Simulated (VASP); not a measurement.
**Run report: HfO2, Born-charge calculation (part 3 of 4)**

The same run, continued: HfO2 (P2₁/c, 12 atoms in the cell); Kohn-Sham DFT of a periodic cell, LDA, VASP PAW LDA potentials, recommended, no spin polarisation (VASP 6.6.1); cutoff 600 eV, 4×4×4 k-mesh, Gaussian smearing of 0.02 eV. The structure derives from a Materials Project entry.

Geometry of the input (Å; fractional positions):
```
5.0762  0.0000  -0.0025
0.0000  5.1543  0.0000
-0.8757  0.0000  5.1713
Hf 0.2773  0.4573  0.7077
Hf 0.7227  0.9573  0.7923
Hf 0.7227  0.5427  0.2923
Hf 0.2773  0.0427  0.2077
O  0.4471  0.7418  0.9808
O  0.5529  0.2418  0.5192
O  0.5529  0.2582  0.0192
O  0.4471  0.7582  0.4808
O  0.0711  0.3372  0.3408
O  0.9288  0.8372  0.1592
O  0.9288  0.6628  0.6592
O  0.0712  0.1628  0.8408
```

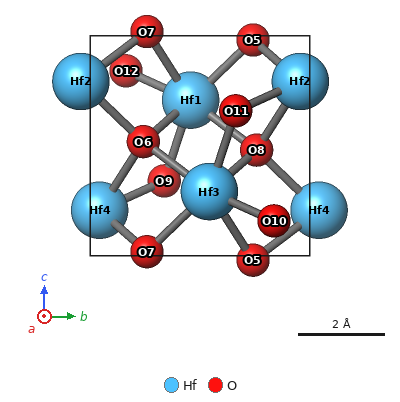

*The input geometry (ball-and-stick view of the cell of the calculation, along the a axis; atoms are numbered from 1 in the order of the input). An atom can appear more than once, as a periodic image.*

**Parts of OUTCAR, continued**
```
 INTERNAL STRAIN TENSOR FOR ION   12 for displacements in x,y,z  (eV/Angst):
          X           Y           Z          XY          YZ          ZX
  --------------------------------------------------------------------------------
  x     0.73788    -0.05590     1.25236    -0.29355    -2.71606     3.33470
  y     0.87265    -0.57013     0.63475     1.33097    -2.83523    -0.95713
  z     1.98023    -0.77677     8.49966    -3.84431    -0.20372     2.26654

 SECOND DERIVATIVES (NOT SYMMETRIZED)
 ------------------------------------
               1X          1Y          1Z          2X          2Y          2Z          3X          3Y          3Z          4X          4Y          4Z          5X          5Y          5Z          6X          6Y          6Z          7X          7Y          7Z          8X          8Y          8Z          9X          9Y          9Z         10X         10Y         10Z         11X         11Y         11Z         12X         12Y         12Z
  1X   -20.930937    0.104641   -0.241416    7.994644   -1.926821    0.621693    6.836770    1.510742    2.809453   -5.179268    1.479142   -2.812483    0.898091   -0.052039    0.534180    1.502093   -0.629265   -0.834812    0.856514   -0.052638   -0.280604   -0.079133   -0.343288    0.106800    1.761437   -0.559239    0.713731   -0.507746    0.000022    0.095768    3.423317   -2.496812    0.092242    3.424219    2.965554   -0.804553
  1Y     0.099609  -22.261071   -0.331169    1.926428    9.410800    0.913738    1.514756   -5.982016   -1.300184   -1.477998    7.197747   -1.346553    0.315540    2.427151    1.702456   -0.613873    1.465490    0.469653   -0.285590    1.717278    0.094771   -0.105835   -0.450495    0.609630   -0.572288    2.466795    0.251229   -0.679445   -0.932215    0.255634   -2.342704    1.888610   -0.161213    2.221400    3.051927   -1.157991
  1Z    -0.230958   -0.312993  -21.435287    0.627855   -0.918997   -3.656936    2.803110   -1.300851    5.740641   -2.817489    1.348085    7.103043    0.085019    1.053673    1.527455   -1.148471    1.011270    2.793016    0.133826   -0.344231    1.138207   -0.069649   -0.171536    1.330331    1.284767    0.294099    2.580828   -0.384590    0.216289   -0.900392    0.418709    0.118502    2.438243   -0.702130   -0.993310    1.340849
  2X     7.994644    1.926821    0.621693  -20.930937   -0.104641   -0.241416   -5.179268   -1.479142   -2.812483    6.836770   -1.510742    2.809453    1.502093    0.629265   -0.834812    0.898091    0.052039    0.534180   -0.079133    0.343288    0.106800    0.856514    0.052638   -0.280604   -0.507746   -0.000022    0.095768    1.761437    0.559239    0.713731    3.424219   -2.965554   -0.804553    3.423317    2.496812    0.092242
  2Y    -1.926428    9.410800   -0.913738   -0.099609  -22.261071    0.331169    1.477998    7.197747    1.346553   -1.514756   -5.982016    1.300184    0.613873    1.465490   -0.469653   -0.315540    2.427151   -1.702456    0.105835   -0.450495   -0.609630    0.285590    1.717278   -0.094771    0.679445   -0.932215   -0.255634    0.572288    2.466795   -0.251229   -2.221400    3.051927    1.157991    2.342704    1.888610    0.161213
  2Z     0.627855    0.918997   -3.656936   -0.230958    0.312993  -21.435287   -2.817489   -1.348085    7.103043    2.803110    1.300851    5.740641   -1.148471   -1.011270    2.793016    0.085019   -1.053673    1.527455   -0.069649    0.171536    1.330331    0.133826    0.344231    1.138207   -0.384590   -0.216289   -0.900392    1.284767   -0.294099    2.580828   -0.702130    0.993310    1.340849    0.418709   -0.118502    2.438243
  3X     6.836770    1.510742    2.809453   -5.179268    1.479142   -2.812483  -20.930937    0.104641   -0.241416    7.994644   -1.926821    0.621693    0.856514   -0.052638   -0.280604   -0.079133   -0.343288    0.106800    0.898091   -0.052039    0.534180    1.502093   -0.629265   -0.834812    3.423317   -2.496812    0.092242    3.424219    2.965554   -0.804553    1.761437   -0.559239    0.713731   -0.507746    0.000022    0.095768
  3Y     1.514756   -5.982016   -1.300184   -1.477998    7.197747   -1.346553    0.099609  -22.261071   -0.331169    1.926428    9.410800    0.913738   -0.285590    1.717278    0.094771   -0.105835   -0.450495    0.609630    0.315540    2.427151    1.702456   -0.613873    1.465490    0.469653   -2.342704    1.888610   -0.161213    2.221400    3.051927   -1.157991   -0.572288    2.466795    0.251229   -0.679445   -0.932215    0.255634
  3Z     2.803110   -1.300851    5.740641   -2.817489    1.348085    7.103043   -0.230958   -0.312993  -21.435287    0.627855   -0.918997   -3.656936    0.133826   -0.344231    1.138207   -0.069649   -0.171536    1.330331    0.085019    1.053673    1.527455   -1.148471    1.011270    2.793016    0.418709    0.118502    2.438243   -0.702130   -0.993310    1.340849    1.284767    0.294099    2.580828   -0.384590    0.216289   -0.900392
  4X    -5.179268   -1.479142   -2.812483    6.836770   -1.510742    2.809453    7.994644    1.926821    0.621693  -20.930937   -0.104641   -0.241416   -0.079133    0.343288    0.106800    0.856514    0.052638   -0.280604    1.502093    0.629265   -0.834812    0.898091    0.052039    0.534180    3.424219   -2.965554   -0.804553    3.423317    2.496812    0.092242   -0.507746   -0.000022    0.095768    1.761437    0.559239    0.713731
  4Y     1.477998    7.197747    1.346553   -1.514756   -5.982016    1.300184   -1.926428    9.410800   -0.913738   -0.099609  -22.261071    0.331169    0.105835   -0.450495   -0.609630    0.285590    1.717278   -0.094771    0.613873    1.465490   -0.469653   -0.315540    2.427151   -1.702456   -2.221400    3.051927    1.157991    2.342704    1.888610    0.161213    0.679445   -0.932215   -0.255634    0.572288    2.466795   -0.251229
  4Z    -2.817489   -1.348085    7.103043    2.803110    1.300851    5.740641    0.627855    0.918997   -3.656936   -0.230958    0.312993  -21.435287   -0.069649    0.171536    1.330331    0.133826    0.344231    1.138207   -1.148471   -1.011270    2.793016    0.085019   -1.053673    1.527455   -0.702130    0.993310    1.340849    0.418709   -0.118502    2.438243   -0.384590   -0.216289   -0.900392    1.284767   -0.294099    2.580828
  5X     0.896821    0.319696    0.088072    1.501526    0.605824   -1.143252    0.858047   -0.285397    0.133429   -0.077685    0.104770   -0.070830  -10.885542   -1.331718   -0.305094   -0.720617    0.258437   -0.175137   -0.671875   -0.003387    0.156569   -0.611165   -0.084996   -1.287828    1.352598   -0.691334    0.176738    4.827963    1.190557    1.255586    1.784011   -0.249497    0.488672    1.745919    0.167044    0.683075
  5Y    -0.058405    2.426657    1.051623    0.624331    1.470468   -1.015949   -0.050596    1.720645   -0.335777    0.350157   -0.451602    0.174726   -1.332654  -13.468829   -1.909462   -0.259743    0.543386    0.096731   -0.003960    6.637926    0.046466    0.082614   -1.117954    0.195674   -0.748402    1.720629    1.563150    0.651486   -0.556714    0.455053    0.347874   -0.743319   -0.121051    0.397299    1.818706   -0.201184
  5Z     0.538608    1.699843    1.522594   -0.828762   -0.466579    2.790321   -0.285287    0.096321    1.147176    0.102940   -0.609204    1.340454   -0.299931   -1.916885  -13.767819   -0.172995   -0.088892    0.713871    0.152736    0.053719   -1.286908   -1.290008   -0.203292    6.354036    0.321315    0.602965    1.258458    1.379584    0.676749   -0.206684    0.594971    0.368195    1.070274   -0.213171   -0.212939   -0.935771
  6X     1.501526   -0.605824   -1.143252    0.896821   -0.319696    0.088072   -0.077685   -0.104770   -0.070830    0.858047    0.285397    0.133429   -0.720617   -0.258437   -0.175137  -10.885542    1.331718   -0.305094   -0.611165    0.084996   -1.287828   -0.671875    0.003387    0.156569    4.827963   -1.190557    1.255586    1.352598    0.691334    0.176738    1.745919   -0.167044    0.683075    1.784011    0.249497    0.488672
  6Y    -0.624331    1.470468    1.015949    0.058405    2.426657   -1.051623   -0.350157   -0.451602   -0.174726    0.050596    1.720645    0.335777    0.259743    0.543386   -0.096731    1.332654  -13.468829    1.909462   -0.082614   -1.117954   -0.195674    0.003960    6.637926   -0.046466   -0.651486   -0.556714   -0.455053    0.748402    1.720629   -1.563150   -0.397299    1.818706    0.201184   -0.347874   -0.743319    0.121051
  6Z    -0.828762    0.466579    2.790321    0.538608   -1.699843    1.522594    0.102940    0.609204    1.340454   -0.285287   -0.096321    1.147176   -0.172995    0.088892    0.713871   -0.299931    1.916885  -13.767819   -1.290008    0.203292    6.354036    0.152736   -0.053719   -1.286908    1.379584   -0.676749   -0.206684    0.321315   -0.602965    1.258458   -0.213171    0.212939   -0.935771    0.594971   -0.368195    1.070274
  7X     0.858047   -0.285397    0.133429   -0.077685    0.104770   -0.070830    0.896821    0.319696    0.088072    1.501526    0.605824   -1.143252   -0.671875   -0.003387    0.156569   -0.611165   -0.084996   -1.287828  -10.885542   -1.331718   -0.305094   -0.720617    0.258437   -0.175137    1.784011   -0.249497    0.488672    1.745919    0.167044    0.683075    1.352598   -0.691334    0.176738    4.827963    1.190557    1.255586
  7Y    -0.050596    1.720645   -0.335777    0.350157   -0.451602    0.174726   -0.058405    2.426657    1.051623    0.624331    1.470468   -1.015949   -0.003960    6.637926    0.046466    0.082614   -1.117954    0.195674   -1.332654  -13.468829   -1.909462   -0.259743    0.543386    0.096731    0.347874   -0.743319   -0.121051    0.397299    1.818706   -0.201184   -0.748402    1.720629    1.563150    0.651486   -0.556714    0.455053
  7Z    -0.285287    0.096321    1.147176    0.102940   -0.609204    1.340454    0.538608    1.699843    1.522594   -0.828762   -0.466579    2.790321    0.152736    0.053719   -1.286908   -1.290008   -0.203292    6.354036   -0.299931   -1.916885  -13.767819   -0.172995   -0.088892    0.713871    0.594971    0.368195    1.070274   -0.213171   -0.212939   -0.935771    0.321315    0.602965    1.258458    1.379584    0.676749   -0.206684
  8X    -0.077685   -0.104770   -0.070830    0.858047    0.285397    0.133429    1.501526   -0.605824   -1.143252    0.896821   -0.319696    0.088072   -0.611165    0.084996   -1.287828   -0.671875    0.003387    0.156569   -0.720617   -0.258437   -0.175137  -10.885542    1.331718   -0.305094    1.745919   -0.167044    0.683075    1.784011    0.249497    0.488672    4.827963   -1.190557    1.255586    1.352598    0.691334    0.176738
  8Y    -0.350157   -0.451602   -0.174726    0.050596    1.720645    0.335777   -0.624331    1.470468    1.015949    0.058405    2.426657   -1.051623   -0.082614   -1.117954   -0.195674    0.003960    6.637926   -0.046466    0.259743    0.543386   -0.096731    1.332654  -13.468829    1.909462   -0.397299    1.818706    0.201184   -0.347874   -0.743319    0.121051   -0.651486   -0.556714   -0.455053    0.748402    1.720629   -1.563150
  8Z     0.102940    0.609204    1.340454   -0.285287   -0.096321    1.147176   -0.828762    0.466579    2.790321    0.538608   -1.699843    1.522594   -1.290008    0.203292    6.354036    0.152736   -0.053719   -1.286908   -0.172995    0.088892    0.713871   -0.299931    1.916885  -13.767819   -0.213171    0.212939   -0.935771    0.594971   -0.368195    1.070274    1.379584   -0.676749   -0.206684    0.321315   -0.602965    1.258458
  9X     1.765321   -0.572598    1.286696   -0.506823    0.681993   -0.381126    3.427668   -2.344880    0.415803    3.422493   -2.221415   -0.705756    1.351612   -0.747711    0.321666    4.830136   -0.655348    1.378559    1.786779    0.346128    0.597139    1.750712   -0.398905   -0.212305  -16.768620    8.444713   -1.189974   -0.958819   -1.109905    0.682105    0.335868   -1.323429   -1.554515   -0.436328   -0.098643   -0.638290
  9Y    -0.561482    2.463028    0.301691   -0.004359   -0.927234   -0.206540   -2.496378    1.894078    0.109888   -2.965493    3.046103    0.984165   -0.689381    1.724385    0.601154   -1.189865   -0.558887   -0.677254   -0.250422   -0.743358    0.366537   -0.170655    1.820193    0.212482    8.445462  -13.937297   -3.955784    1.108565    3.899816    0.029640   -1.324533    1.611036    2.024877    0.098541   -0.291865    0.209144
  9Z     0.712176    0.253286    2.577666    0.096131   -0.254290   -0.896654    0.090924   -0.161556    2.433002   -0.805753    1.159274    1.345538    0.174269    1.558143    1.258708    1.256038   -0.454406   -0.205207    0.490080   -0.120057    1.065570    0.685313    0.197640   -0.940808   -1.187325   -3.955221  -11.997793    0.677746   -0.036471    0.435933   -1.551894    2.023378    1.043993   -0.637707   -0.209720    3.880051
 10X    -0.506823   -0.681993   -0.381126    1.765321    0.572598    1.286696    3.422493    2.221415   -0.705756    3.427668    2.344880    0.415803    4.830136    0.655348    1.378559    1.351612    0.747711    0.321666    1.750712    0.398905   -0.212305    1.786779   -0.346128    0.597139   -0.958819    1.109905    0.682105  -16.768620   -8.444713   -1.189974   -0.436328    0.098643   -0.638290    0.335868    1.323429   -1.554515
 10Y     0.004359   -0.927234    0.206540    0.561482    2.463028   -0.301691    2.965493    3.046103   -0.984165    2.496378    1.894078   -0.109888    1.189865   -0.558887    0.677254    0.689381    1.724385   -0.601154    0.170655    1.820193   -0.212482    0.250422   -0.743358   -0.366537   -1.108565    3.899816   -0.029640   -8.445462  -13.937297    3.955784   -0.098541   -0.291865   -0.209144    1.324533    1.611036   -2.024877
 10Z     0.096131    0.254290   -0.896654    0.712176   -0.253286    2.577666   -0.805753   -1.159274    1.345538    0.090924    0.161556    2.433002    1.256038    0.454406   -0.205207    0.174269   -1.558143    1.258708    0.685313   -0.197640   -0.940808    0.490080    0.120057    1.065570    0.677746    0.036471    0.435933   -1.187325    3.955221  -11.997793   -0.637707    0.209720    3.880051   -1.551894   -2.023378    1.043993
 11X     3.427668   -2.344880    0.415803    3.422493   -2.221415   -0.705756    1.765321   -0.572598    1.286696   -0.506823    0.681993   -0.381126    1.786779    0.346128    0.597139    1.750712   -0.398905   -0.212305    1.351612   -0.747711    0.321666    4.830136   -0.655348    1.378559    0.335868   -1.323429   -1.554515   -0.436328   -0.098643   -0.638290  -16.768620    8.444713   -1.189974   -0.958819   -1.109905    0.682105
 11Y    -2.496378    1.894078    0.109888   -2.965493    3.046103    0.984165   -0.561482    2.463028    0.301691   -0.004359   -0.927234   -0.206540   -0.250422   -0.743358    0.366537   -0.170655    1.820193    0.212482   -0.689381    1.724385    0.601154   -1.189865   -0.558887   -0.677254   -1.324533    1.611036    2.024877    0.098541   -0.291865    0.209144    8.445462  -13.937297   -3.955784    1.108565    3.899816    0.029640
 11Z     0.090924   -0.161556    2.433002   -0.805753    1.159274    1.345538    0.712176    0.253286    2.577666    0.096131   -0.254290   -0.896654    0.490080   -0.120057    1.065570    0.685313    0.197640   -0.940808    0.174269    1.558143    1.258708    1.256038   -0.454406   -0.205207   -1.551894    2.023378    1.043993   -0.637707   -0.209720    3.880051   -1.187325   -3.955221  -11.997793    0.677746   -0.036471    0.435933
 12X     3.422493    2.221415   -0.705756    3.427668    2.344880    0.415803   -0.506823   -0.681993   -0.381126    1.765321    0.572598    1.286696    1.750712    0.398905   -0.212305    1.786779   -0.346128    0.597139    4.830136    0.655348    1.378559    1.351612    0.747711    0.321666   -0.436328    0.098643   -0.638290    0.335868    1.323429   -1.554515   -0.958819    1.109905    0.682105  -16.768620   -8.444713   -1.189974
 12Y     2.965493    3.046103   -0.984165    2.496378    1.894078   -0.109888    0.004359   -0.927234    0.206540    0.561482    2.463028   -0.301691    0.170655    1.820193   -0.212482    0.250422   -0.743358   -0.366537    1.189865   -0.558887    0.677254    0.689381    1.724385   -0.601154   -0.098541   -0.291865   -0.209144    1.324533    1.611036   -2.024877   -1.108565    3.899816   -0.029640   -8.445462  -13.937297    3.955784
 12Z    -0.805753   -1.159274    1.345538    0.090924    0.161556    2.433002    0.096131    0.254290   -0.896654    0.712176   -0.253286    2.577666    0.685313   -0.197640   -0.940808    0.490080    0.120057    1.065570    1.256038    0.454406   -0.205207    0.174269   -1.558143    1.258708   -0.637707    0.209720    3.880051   -1.551894   -2.023378    1.043993    0.677746    0.036471    0.435933   -1.187325    3.955221  -11.997793

 Eigenvectors and eigenvalues of the dynamical matrix
   1 f  =   22.793498 THz   143.215772 2PiTHz  760.309253 cm-1    94.266291 meV
   2 f  =   21.683662 THz   136.242467 2PiTHz  723.289111 cm-1    89.676380 meV
   3 f  =   19.619322 THz   123.271833 2PiTHz  654.430123 cm-1    81.138958 meV
   4 f  =   19.353410 THz   121.601059 2PiTHz  645.560258 cm-1    80.039235 meV
   5 f  =   18.557034 THz   116.597283 2PiTHz  618.996021 cm-1    76.745691 meV
   6 f  =   17.830375 THz   112.031548 2PiTHz  594.757277 cm-1    73.740471 meV
   7 f  =   16.774706 THz   105.398589 2PiTHz  559.543976 cm-1    69.374580 meV
   8 f  =   16.225047 THz   101.944974 2PiTHz  541.209297 cm-1    67.101371 meV
   9 f  =   15.128666 THz    95.056211 2PiTHz  504.637975 cm-1    62.567107 meV
  10 f  =   15.126738 THz    95.044096 2PiTHz  504.573657 cm-1    62.559132 meV
  11 f  =   14.773216 THz    92.822852 2PiTHz  492.781435 cm-1    61.097084 meV
  12 f  =   14.578957 THz    91.602287 2PiTHz  486.301652 cm-1    60.293693 meV
  13 f  =   12.020075 THz    75.524360 2PiTHz  400.946550 cm-1    49.711014 meV
  14 f  =   11.804539 THz    74.170105 2PiTHz  393.757033 cm-1    48.819628 meV
  15 f  =   11.554519 THz    72.599187 2PiTHz  385.417281 cm-1    47.785631 meV
  16 f  =   11.364114 THz    71.402834 2PiTHz  379.066042 cm-1    46.998178 meV
  17 f  =   10.351238 THz    65.038748 2PiTHz  345.280142 cm-1    42.809262 meV
  18 f  =   10.034680 THz    63.049752 2PiTHz  334.720884 cm-1    41.500082 meV
  19 f  =   10.017666 THz    62.942849 2PiTHz  334.153356 cm-1    41.429717 meV
  20 f  =    9.748059 THz    61.248864 2PiTHz  325.160262 cm-1    40.314716 meV
  21 f  =    9.303282 THz    58.454246 2PiTHz  310.324091 cm-1    38.475266 meV
  22 f  =    7.836847 THz    49.240360 2PiTHz  261.409070 cm-1    32.410579 meV
  23 f  =    7.542178 THz    47.388902 2PiTHz  251.579979 cm-1    31.191928 meV
  24 f  =    7.476185 THz    46.974253 2PiTHz  249.378676 cm-1    30.919001 meV
  25 f  =    7.184735 THz    45.143023 2PiTHz  239.656969 cm-1    29.713664 meV
  26 f  =    7.034294 THz    44.197774 2PiTHz  234.638800 cm-1    29.091490 meV
  27 f  =    5.419095 THz    34.049177 2PiTHz  180.761546 cm-1    22.411565 meV
  28 f  =    4.935092 THz    31.008095 2PiTHz  164.616937 cm-1    20.409890 meV
  29 f  =    4.567736 THz    28.699932 2PiTHz  152.363273 cm-1    18.890630 meV
  30 f  =    3.994445 THz    25.097837 2PiTHz  133.240337 cm-1    16.519689 meV
  31 f  =    3.938542 THz    24.746591 2PiTHz  131.375629 cm-1    16.288495 meV
  32 f  =    3.897520 THz    24.488841 2PiTHz  130.007274 cm-1    16.118840 meV
  33 f  =    3.876488 THz    24.356694 2PiTHz  129.305731 cm-1    16.031860 meV
  34 f/i=    0.002814 THz     0.017684 2PiTHz    0.093879 cm-1     0.011640 meV
  35 f/i=    0.003649 THz     0.022930 2PiTHz    0.121729 cm-1     0.015092 meV
  36 f/i=    0.004354 THz     0.027355 2PiTHz    0.145225 cm-1     0.018006 meV

 MACROSCOPIC STATIC DIELECTRIC TENSOR IONIC CONTRIBUTION
 ------------------------------------------------------
          15.341120     0.000000     1.305057
           0.000000    13.623141    -0.000000
           1.305057    -0.000000    10.545628
 ------------------------------------------------------

 ELASTIC MODULI CONTR FROM IONIC RELAXATION (kBar)
 Direction    XX          YY          ZZ          XY          YZ          ZX
```
